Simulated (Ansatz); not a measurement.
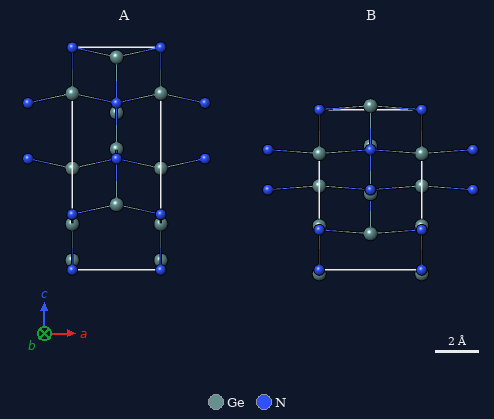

Two geometries of solid Ge₂N (built on the anatase_141 type) (coarse preliminary run), drawn at one scale. One is the start of a relaxation, the other its converged end. Style: ball-and-stick. Shown: the conventional cell (2 times the calculation's cell), along the b axis. Lengths and directions refer to the drawn axes.

All numbers below come from Ansatz, DFT PBE, scalar-relativistic, plane waves, PAW. Settings: plane-wave cutoff 420 eV; k-point mesh 6 × 6 × 6; occupations gaussian; smearing width 0.1 eV; no spin polarisation; cell and atoms relaxed; force threshold 0.04 eV/Å; at most 70 steps.

Q: Which one is relaxed?

A: Structure B is the relaxed one. Case: anti-anatase type (I4_1/amd, No. 141). Over 12 accepted moves (14 points after the start) the energy falls by 3.615 eV per cell of the calculation. The largest force component goes from 1.8 to 0.0016 eV/Å. The pressure goes from 22.19 to 0.10 GPa. The SCF was repeated twice at an unchanged geometry on a basis and grid sized afresh for the cell, which shifted the energy by 84.4 meV per cell of the calculation at most. The largest moves relative to the cell, 0.51 Å, are those of Ge atoms. N stays in place. Cell: a = b 4.135 → 4.787 Å (+15.8 %), c 10.395 → 7.488 Å (−28.0 %). Volume −3.5 %. Some distances before and after: Ge–N 2.116 → 2.400 Å, Ge–N 2.148 → 2.052 Å. Bond angles that change, for instance: N–Ge–N 102.3° → 85.7°, Ge–N–Ge 102.3° → 85.7°, Ge–N–Ge 77.7° → 94.3°. The space group stays I4_1/amd (No. 141). The run took 110 s on 1 thread of Arm Neoverse V1 (shared host), peak memory 0.39 GiB.
